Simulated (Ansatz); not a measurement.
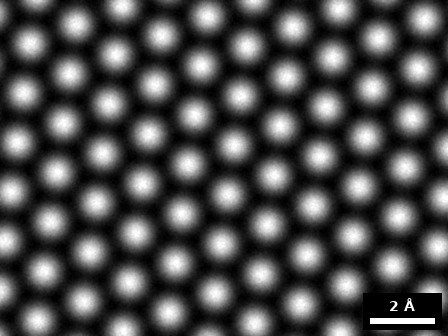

An image along [111] of one of the structures below (computed or model cells, partly hypothetical, each in its standard cell). Simulation: incoherent imaging, intensity Z^1.7 per atom, probe width 0.88 Å, thin sample. Shot noise was added.

A. Ir
Space group Fm-3m (No. 225). a = 3.811 Å, b = 3.811 Å, c = 3.811 Å, α = 90.00°, β = 90.00°, γ = 90.00°
```json
{"atom": "Ir", "site": "4a", "symmetry": "m-3m", "x": "0.0000", "y": "0.0000", "z": "0.0000"}
```

B. Ir
Space group P6_3/mmc (No. 194). a = 2.749 Å, b = 2.749 Å, c = 4.460 Å, α = 90.00°, β = 90.00°, γ = 120.00°
```tsv
atom	site	symmetry	x	y	z
Ir	2d	-6m2	0.3333	0.6667	0.7500
```

C. Ga
Space group Cmce (No. 64). a = 4.523 Å, b = 7.661 Å, c = 4.524 Å, α = 90.00°, β = 90.00°, γ = 90.00°
```tsv
atom	site	symmetry	x	y	z
Ga	8f	m..	0.5000	0.1549	0.5810
```

D. Lu
Space group P6_3/mmc (No. 194). a = 3.443 Å, b = 3.443 Å, c = 5.350 Å, α = 90.00°, β = 90.00°, γ = 120.00°
```tsv
atom	site	symmetry	x	y	z
Lu	2d	-6m2	0.3333	0.6667	0.7500
```

### Which structure was imaged?

A, Ir. Along [111] the projected cells are A 1.56 × 1.56 Å, 120°; B 2.34 × 2.65 Å, 116°; C 2.02 × 4.01 Å, 104°; D 2.90 × 3.31 Å, 116°. The image repeats as A does.

Structure A: a calculation's starting geometry.
